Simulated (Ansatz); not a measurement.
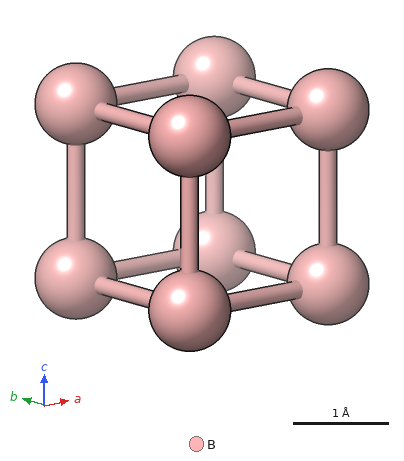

Reference structure: crystalline B (a generated structure, set up in Pm-3m). The picture is a ball-and-stick view of the cell of the calculation, seen from a free direction.

Theory: Ansatz 0.2.0, DFT, PBE, PAW with Ansatz's default frozen-core files, scalar-relativistic. Settings: plane-wave cutoff 420 eV; k-point mesh 18 × 18 × 18; occupations fermi dirac; smearing width 0.05 eV; no spin polarisation.

Now this is done to it. The cell is strained by +1.5 % along c and −0.7 % across it (volume 0.0 %), the atoms keeping their fractional coordinates. No relaxation follows.

Input file:
```yaml
crystal:
  lattice:
    - [1.8715239965, 0.0, 0.0]
    - [0.0, 1.8715239965, 0.0]
    - [0.0, 0.0, 1.9137908036]
  atoms:
    - { symbol: B, position: [0.0, 0.0, 0.0] }
kpoints:
  mp_grid: { grid: [18, 18, 18] }
scf:
  occupations: { method: fermi_dirac, width: 0.05 }
hamiltonian:
  xc: pbe
  pseudopotentials: { kind: paw }
output:
  forces: true
  stress: true
  eigenvalues: true
  efg: { contact_densities: true }
```

Predict the response.

Answer. The energy rises by 1.2 meV per atom. Pressure: 0.0 GPa before, 0.2 GPa after. The principal stresses (compression positive) are −2.9 GPa along c and 1.7 GPa across it. All forces vanish by symmetry. Some distances before and after: B–B 1.886 → 1.872 to 1.914 Å. The space group (tolerance 0.01 Å) goes from Pm-3m (No. 221) to P4/mmm (No. 123).

The changed structure in the same view:

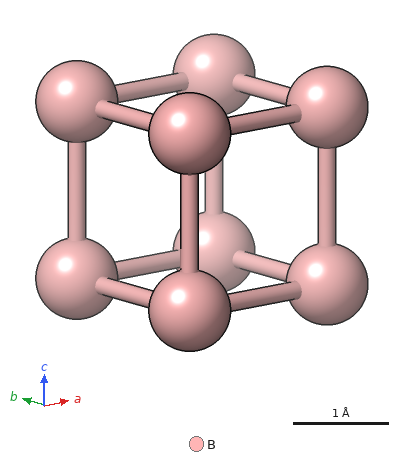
